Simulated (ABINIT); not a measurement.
## Run report: MgO₂, rpa calculation (part 1 of 3)

The run: rpa calculation of MgO₂ (R-3m, 3 atoms in the cell). Method and program: Kohn-Sham DFT of a periodic cell, PBEsol, PseudoDojo NC SR PBEsol v0.4.1 standard, RPA, no spin polarisation (ABINIT 10.8.3).

The structure derives from a Materials Project entry.

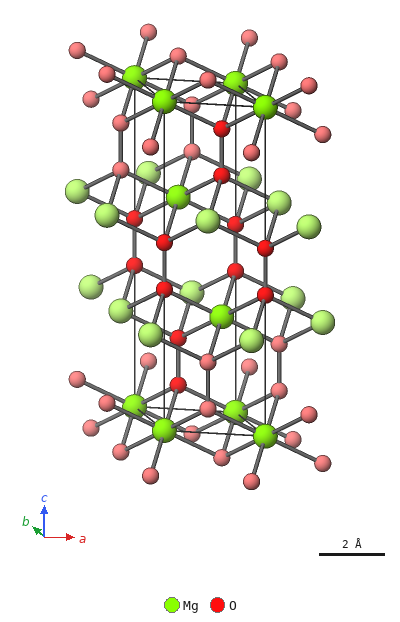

**Figure 1.** The input geometry (ball-and-stick view of the cell 3 times as large as that of the calculation, set on its symmetry axes, seen slightly off an axis; neighbours outside the cell are drawn fainter). An atom can appear more than once, as a periodic image. Near neighbours in the periodic cell (some may lie outside the picture): Mg has 6 O at 2.11 Å; O has 3 Mg at 2.11 Å and 1 O at 1.49 Å.

Input:
```
# Datasets
ndtset 3

# Pseudopotentials
pp_dirpath "./"
pseudos "Mg.upf, O.upf"

# Structure
acell 7.4737570706 7.4737570706 7.4737570706
rprim
     0.4057609562     0.2342661973     0.8834463171
    -0.4057609562     0.2342661973     0.8834463171
     0.0000000000    -0.4685323946     0.8834463171
ntypat 2
znucl 12 8
natom 3
typat 1 2 2
xred
            0.0            0.0            0.0
   0.5712140000   0.5712140000   0.5712140000
   0.4287860000   0.4287860000   0.4287860000

# Plane-wave basis
ecut 38.0

# k points
kptopt 1
ngkpt 4 4 4
nshiftk 1
shiftk 0.0 0.0 0.0
istwfk *1

# Exchange and correlation
ixc -116133

# Bands and occupations
occopt 1

# SCF cycle
nstep 80
diemac 6.0

# Output
iomode 3
prteig 0
prtebands 0

# Dataset 1: ground state
nband1 11
tolvrs1 1.0e-12
prtden1 1
prtwf1 0

# Dataset 2: empty bands at fixed density
iscf2 -2
getden2 1
nband2 176
nbdbuf2 16
tolwfr2 1.0e-12
nstep2 120
prtden2 0

# Dataset 3: screening
optdriver3 3
getwfk3 2
nband3 160
ecuteps3 8.0
ecutwfn3 23.0
inclvkb3 2
gwcalctyp3 1
gwrpacorr3 1
nfreqim3 12
```

Run on 4 threads of Arm Neoverse V2, 24 GiB of memory available, shared host.

Launched with:
```bash
mpirun --bind-to none -np 4 abinit run.abi > log 2>&1
```

Log:
```
.Version 10.8.3 of ABINIT
 DATASET    1 : space group R-3 m (#166); Bravais hR (rhombohedral)
================================================================================
 Values of the parameters that define the memory need for DATASET  1.
     intxc =       0    ionmov =       0      iscf =       7    lmnmax =       5
     lnmax =       5     mgfft =      45  mpssoang =       3    mqgrid =    3001
     natom =       3  nloc_mem =       1    nspden =       1   nspinor =       1
    nsppol =       1      nsym =      12    n1xccc =    2501    ntypat =       2
    occopt =       1   xclevel =       2
       mpw =        2370          nfft =       91125          nkpt =          13
================================================================================
================================================================================

 DATASET    2 : space group R-3 m (#166); Bravais hR (rhombohedral)
================================================================================
 Values of the parameters that define the memory need for DATASET  2.
     intxc =       0    ionmov =       0      iscf =      -2    lmnmax =       5
     lnmax =       5     mgfft =      45  mpssoang =       3    mqgrid =    3001
     natom =       3  nloc_mem =       1    nspden =       1   nspinor =       1
    nsppol =       1      nsym =      12    n1xccc =    2501    ntypat =       2
    occopt =       1   xclevel =       2
       mpw =        2370          nfft =       91125          nkpt =          13
================================================================================
================================================================================

 DATASET    3 : space group R-3 m (#166); Bravais hR (rhombohedral)
================================================================================
 Values of the parameters that define the memory need for DATASET  3.
     intxc =       0    ionmov =       0      iscf =       7    lmnmax =       5
     lnmax =       5     mgfft =      36  mpssoang =       3    mqgrid =    3001
     natom =       3  nloc_mem =       1    nspden =       1   nspinor =       1
    nsppol =       1      nsym =      12    n1xccc =    2501    ntypat =       2
    occopt =       1   xclevel =       2
       mpw =        1130          nfft =       46656          nkpt =          13
================================================================================
================================================================================

--------------------------------------------------------------------------------
------------- Echo of variables that govern the present computation ------------
--------------------------------------------------------------------------------
 -outvars: echo values of preprocessed input variables --------
            acell      7.4737570706E+00  7.4737570706E+00  7.4737570706E+00 Bohr
              amu      2.43050000E+01  1.59994000E+01
           diemac      6.00000000E+00
             ecut1     3.80000000E+01 Hartree
             ecut2     3.80000000E+01 Hartree
             ecut3     2.30000000E+01 Hartree
          ecuteps1     0.00000000E+00 Hartree
          ecuteps2     0.00000000E+00 Hartree
          ecuteps3     8.00000000E+00 Hartree
          ecutwfn1     0.00000000E+00 Hartree
          ecutwfn2     0.00000000E+00 Hartree
          ecutwfn3     2.30000000E+01 Hartree
           getden1          0
           getden2          1
           getden3          0
           getwfk1          0
           getwfk2          0
           getwfk3          2
        gwcalctyp1          0
        gwcalctyp2          0
        gwcalctyp3          1
        gwrpacorr1          0
        gwrpacorr2          0
        gwrpacorr3          1
             iscf1          7
             iscf2         -2
             iscf3          7
              ixc     -116133
           jdtset        1    2    3
         kptrlatt        4    0    0      0    4    0      0    0    4
          kptrlen      2.42604705E+01
            natom           3
            nband1         11
            nband2        176
            nband3        160
           nbdbuf1          0
           nbdbuf2         16
           nbdbuf3          0
           ndtset           3
          nfreqim1         -1
          nfreqim2         -1
          nfreqim3         12
            ngfft1         45      45      45
            ngfft2         45      45      45
            ngfft3         36      36      36
             nkpt          13
           npweps1          0
           npweps2          0
           npweps3        219
            nstep1         80
            nstep2        120
            nstep3         80
             nsym          12
           ntypat           2
        optdriver1          0
        optdriver2          0
        optdriver3          3
           prtden1          1
           prtden2          0
           prtden3          1
        prtebands           0
           prteig           0
            prtwf1          0
            prtwf2          1
            prtwf3          1
            rprim      4.0576095620E-01  2.3426619730E-01  8.8344631710E-01
                      -4.0576095620E-01  2.3426619730E-01  8.8344631710E-01
                       0.0000000000E+00 -4.6853239460E-01  8.8344631710E-01
          spgroup         166
           tolvrs1     1.00000000E-12
           tolvrs2     0.00000000E+00
           tolvrs3     0.00000000E+00
           tolwfr1     0.00000000E+00
           tolwfr2     1.00000000E-12
           tolwfr3     0.00000000E+00
            typat      1  2  2
           xangst      0.0000000000E+00  0.0000000000E+00  0.0000000000E+00
                       3.6765577441E-18  4.4940232685E-17  5.9874289432E+00
                       1.4913381891E-19  1.3610805646E-17  4.4945076746E+00
            xcart      0.0000000000E+00  0.0000000000E+00  0.0000000000E+00
                       6.9476872225E-18  8.4924731809E-17  1.1314600901E+01
                       2.8182207384E-19  2.5720695023E-17  8.4933885758E+00
             xred      0.0000000000E+00  0.0000000000E+00  0.0000000000E+00
                       5.7121400000E-01  5.7121400000E-01  5.7121400000E-01
                       4.2878600000E-01  4.2878600000E-01  4.2878600000E-01
            znucl       12.00000    8.00000

================================================================================

 chkinp: Checking input parameters for consistency, jdtset=   1.

 chkinp: Checking input parameters for consistency, jdtset=   2.

 chkinp: Checking input parameters for consistency, jdtset=   3.

================================================================================
== DATASET  1 ==================================================================

--- !DatasetInfo
iteration_state: {dtset: 1, }
dimensions: {natom: 3, nkpt: 13, mband: 11, nsppol: 1, nspinor: 1, nspden: 1, mpw: 2370, }
cutoff_energies: {ecut:  38.0, pawecutdg:  -1.0, }
electrons: {nelect:   2.20000000E+01, charge:   0.00000000E+00, occopt:   1.00000000E+00, tsmear:   1.00000000E-02, }
meta: {optdriver: 0, ionmov: 0, optcell: 0, iscf: 7, paral_kgb: 0, }
...

 Real(R)+Recip(G) space primitive vectors, cartesian coordinates (Bohr,Bohr^-1):
 R(1)=  3.0325588  1.7508486  6.6026632  G(1)=  0.1648773  0.0951919  0.0504847
 R(2)= -3.0325588  1.7508486  6.6026632  G(2)= -0.1648773  0.0951919  0.0504847
 R(3)=  0.0000000 -3.5016973  6.6026632  G(3)=  0.0000000 -0.1903839  0.0504847
 Unit cell volume ucvol=  2.1034308E+02 bohr^3
 Angles (23,13,12)=  4.78776427E+01  4.78776427E+01  4.78776427E+01 degrees

 getcut: wavevector=  0.0000  0.0000  0.0000  ngfft=  45  45  45
         ecut(hartree)=     38.000   => boxcut(ratio)=   2.12191

--- Pseudopotential description ------------------------------------------------
- pspini: atom type   1  psp file is ./Mg.upf
  12.00000  10.00000  180301                  znucl, zion, pspdat
12 -116133 1 -1 1510                          pspcod,pspxc,lmax,lloc,mmax
     nproj     2     2     0

- pspini: atom type   2  psp file is ./O.upf
   8.00000   6.00000  180301                  znucl, zion, pspdat
12 -116133 2 -1 936                           pspcod,pspxc,lmax,lloc,mmax
     nproj     2     2     1

   4.76090348E+02                                ecore*ucvol(ha*bohr**3)
--------------------------------------------------------------------------------

================================================================================

--- !BeginCycle
iteration_state: {dtset: 1, }
solver: {iscf: 7, nstep: 80, nline: 4, wfoptalg: 0, }
tolerances: {tolvrs: 1.00E-12, }
...

     iter   Etot(hartree)      deltaE(h)  residm     vres2
 ETOT  1  -92.156163232763    -9.216E+01 1.830E-01 2.518E+02
 ETOT  2  -92.270647885044    -1.145E-01 1.115E-02 1.497E+02
 ETOT  3  -92.293806482736    -2.316E-02 1.359E-03 4.761E+00
 ETOT  4  -92.294390601145    -5.841E-04 7.963E-04 4.802E-02
 ETOT  5  -92.294415122515    -2.452E-05 6.070E-05 4.658E-03
 ETOT  6  -92.294419151424    -4.029E-06 3.451E-05 1.567E-04
 ETOT  7  -92.294419882831    -7.314E-07 2.690E-06 6.225E-06
 ETOT  8  -92.294420031593    -1.488E-07 1.543E-06 1.436E-07
 ETOT  9  -92.294420062348    -3.076E-08 1.198E-07 8.011E-09
 ETOT 10  -92.294420068789    -6.440E-09 6.922E-08 1.411E-08
 ETOT 11  -92.294420070145    -1.357E-09 5.372E-09 2.756E-10
 ETOT 12  -92.294420070430    -2.843E-10 3.110E-09 7.137E-10
 ETOT 13  -92.294420070493    -6.317E-11 2.412E-10 4.481E-12
 ETOT 14  -92.294420070503    -1.052E-11 1.399E-10 2.137E-11
 ETOT 15  -92.294420070509    -5.230E-12 1.083E-11 2.901E-14

 At SCF step   15       vres2   =  2.90E-14 < tolvrs=  1.00E-12 =>converged.

 Cartesian components of stress tensor (hartree/bohr^3)
  sigma(1 1)=  1.61410692E-04  sigma(3 2)=  0.00000000E+00
  sigma(2 2)=  1.61410691E-04  sigma(3 1)=  0.00000000E+00
  sigma(3 3)=  2.81754822E-04  sigma(2 1)=  0.00000000E+00

--- !ResultsGS
iteration_state: {dtset: 1, }
comment   : Summary of ground state results
lattice_vectors:
- [  3.0325588,   1.7508486,   6.6026632, ]
- [ -3.0325588,   1.7508486,   6.6026632, ]
- [  0.0000000,  -3.5016973,   6.6026632, ]
lattice_lengths: [   7.47376,    7.47376,    7.47376, ]
lattice_angles: [ 47.878,  47.878,  47.878, ] # degrees, (23, 13, 12)
lattice_volume:   2.1034308E+02
convergence: {deltae: -5.230E-12, res2:  2.901E-14, residm:  1.083E-11, diffor: null, }
etotal    :  -9.22944201E+01
entropy   :   0.00000000E+00
fermie    :   1.27679744E-01
cartesian_stress_tensor: # hartree/bohr^3
- [  1.61410692E-04,   0.00000000E+00,   0.00000000E+00, ]
- [  0.00000000E+00,   1.61410691E-04,   0.00000000E+00, ]
- [  0.00000000E+00,   0.00000000E+00,   2.81754822E-04, ]
pressure_GPa:  -5.9291E+00
xred      :
- [  0.0000E+00,   0.0000E+00,   0.0000E+00, Mg]
- [  5.7121E-01,   5.7121E-01,   5.7121E-01,  O]
- [  4.2879E-01,   4.2879E-01,   4.2879E-01,  O]
cartesian_forces: # hartree/bohr
- [  5.78241159E-19,  -5.78241159E-19,  -0.00000000E+00, ]
- [ -8.18140058E-19,   7.85553135E-19,  -6.34624292E-03, ]
- [  2.39898900E-19,  -2.07311977E-19,   6.34624292E-03, ]
force_length_stats: {min:   8.17756489E-19, max:   6.34624292E-03, mean:   4.23082861E-03, }
...

 Integrated electronic density in atomic spheres:
 ------------------------------------------------
 Atom  Sphere_radius  Integrated_density
    1        2.00000          8.36326122
    2        2.00000          6.28956148
    3        2.00000          6.28956148
================================================================================

 ----iterations are completed or convergence reached----

 Mean square residual over all n,k,spin=   76.033E-15; max=  10.830E-12
 reduced coordinates (array xred) for    3 atoms
       0.000000000000      0.000000000000      0.000000000000
       0.571214000000      0.571214000000      0.571214000000
       0.428786000000      0.428786000000      0.428786000000
 rms dE/dt=  3.4213E-02; max dE/dt=  4.1902E-02; dE/dt below (all hartree)
    1       0.000000000000      0.000000000000      0.000000000000
    2       0.041902104319      0.041902104319      0.041902104319
    3      -0.041902104319     -0.041902104319     -0.041902104319

 cartesian coordinates (angstrom) at end:
    1      0.00000000000000     0.00000000000000     0.00000000000000
    2      0.00000000000000     0.00000000000000     5.98742894319966
    3      0.00000000000000     0.00000000000000     4.49450767459973

 cartesian forces (hartree/bohr) at end:
    1      0.00000000000000    -0.00000000000000    -0.00000000000000
    2     -0.00000000000000     0.00000000000000    -0.00634624291908
    3      0.00000000000000    -0.00000000000000     0.00634624291908
 frms,max,avg= 2.9916476E-03 6.3462429E-03   0.000E+00  0.000E+00  0.000E+00 h/b

 cartesian forces (eV/Angstrom) at end:
    1      0.00000000000000    -0.00000000000000    -0.00000000000000
    2     -0.00000000000000     0.00000000000000    -0.32633693182717
    3      0.00000000000000    -0.00000000000000     0.32633693182717
 frms,max,avg= 1.5383670E-01 3.2633693E-01   0.000E+00  0.000E+00  0.000E+00 e/A
 length scales=  7.473757070600  7.473757070600  7.473757070600 bohr
              =  3.954941918904  3.954941918904  3.954941918904 angstroms
 Fermi (or HOMO) energy (hartree) =   0.12768   Average Vxc (hartree)=  -0.39134
 Eigenvalues (hartree) for nkpt=  13  k points:
 kpt#   1, nband= 11, wtk=  0.01563, kpt=  0.0000  0.0000  0.0000 (reduced coord)
  -2.56244   -1.34894   -1.34775   -1.34775   -0.65252   -0.40295   -0.15681    0.00563
   0.00563    0.09820    0.09820
 prteigrs : prtvol=0 or 1, do not print more k-points.

--- !EnergyTerms
iteration_state     : {dtset: 1, }
comment             : Components of total free energy in Hartree
kinetic             :  5.58520538791233E+01
hartree             :  2.76824981691935E+01
xc                  : -1.60406908150673E+01
Ewald energy        : -5.49527945764114E+01
psp_core            :  2.26339914348134E+00
local_psp           : -8.39171830568117E+01
non_local_psp       : -2.31817028140164E+01
total_energy        : -9.22944200705086E+01
total_energy_eV     : -2.51145911288743E+03
band_energy         : -1.53536137449965E+01
...

 Cartesian components of stress tensor (hartree/bohr^3)
  sigma(1 1)=  1.61410692E-04  sigma(3 2)=  0.00000000E+00
  sigma(2 2)=  1.61410691E-04  sigma(3 1)=  0.00000000E+00
  sigma(3 3)=  2.81754822E-04  sigma(2 1)=  0.00000000E+00

-Cartesian components of stress tensor (GPa)         [Pressure= -5.9291E+00 GPa]
- sigma(1 1)=  4.74886652E+00  sigma(3 2)=  0.00000000E+00
- sigma(2 2)=  4.74886649E+00  sigma(3 1)=  0.00000000E+00
- sigma(3 3)=  8.28951307E+00  sigma(2 1)=  0.00000000E+00

================================================================================
== DATASET  2 ==================================================================

--- !DatasetInfo
iteration_state: {dtset: 2, }
dimensions: {natom: 3, nkpt: 13, mband: 176, nsppol: 1, nspinor: 1, nspden: 1, mpw: 2370, }
cutoff_energies: {ecut:  38.0, pawecutdg:  -1.0, }
electrons: {nelect:   2.20000000E+01, charge:   0.00000000E+00, occopt:   1.00000000E+00, tsmear:   1.00000000E-02, }
meta: {optdriver: 0, ionmov: 0, optcell: 0, iscf: -2, paral_kgb: 0, }
...

 mkfilename : getden/=0, take file _DEN from output of DATASET   1.

 Real(R)+Recip(G) space primitive vectors, cartesian coordinates (Bohr,Bohr^-1):
 R(1)=  3.0325588  1.7508486  6.6026632  G(1)=  0.1648773  0.0951919  0.0504847
 R(2)= -3.0325588  1.7508486  6.6026632  G(2)= -0.1648773  0.0951919  0.0504847
 R(3)=  0.0000000 -3.5016973  6.6026632  G(3)=  0.0000000 -0.1903839  0.0504847
 Unit cell volume ucvol=  2.1034308E+02 bohr^3
 Angles (23,13,12)=  4.78776427E+01  4.78776427E+01  4.78776427E+01 degrees
```
